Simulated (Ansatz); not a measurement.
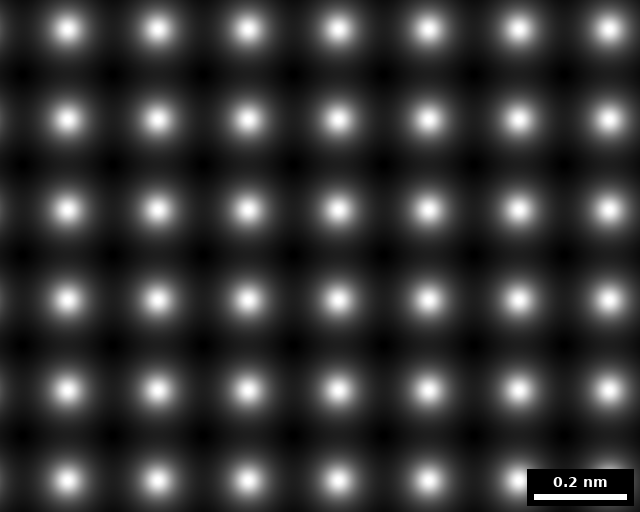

Projected-potential map of Co (Im-3m, No. 229) along [001]. Computed as the sum of neutral-atom potentials (tabulated electron scattering factors, B = 0.5 Å²) projected along the beam and smoothed by 0.25 Å; brighter is more positive. The display is stretched by a gamma of 0.6; percentages refer to the linear signal. Structure: coordinates from a relaxation with DFT, revPBE, plane waves (420 eV) with PAW, scalar-relativistic (Ansatz 0.2.0); the starting structure was generated, so it need not be a known form of this composition.

Q: What can be read from this image?

A: The columns repeat on a square net with a repeat of 1.97 Å (plane group p4mm). All columns are alike (Co). The shortest distance between visible columns is 1.97 Å in projection. Along the beam the structure repeats every 2.79 Å.

Q: What mean inner potential do neutral atoms give for this crystal?

A: About 30 V (the sum of the forward scattering factors over the cell volume; bonding usually lowers the true value).
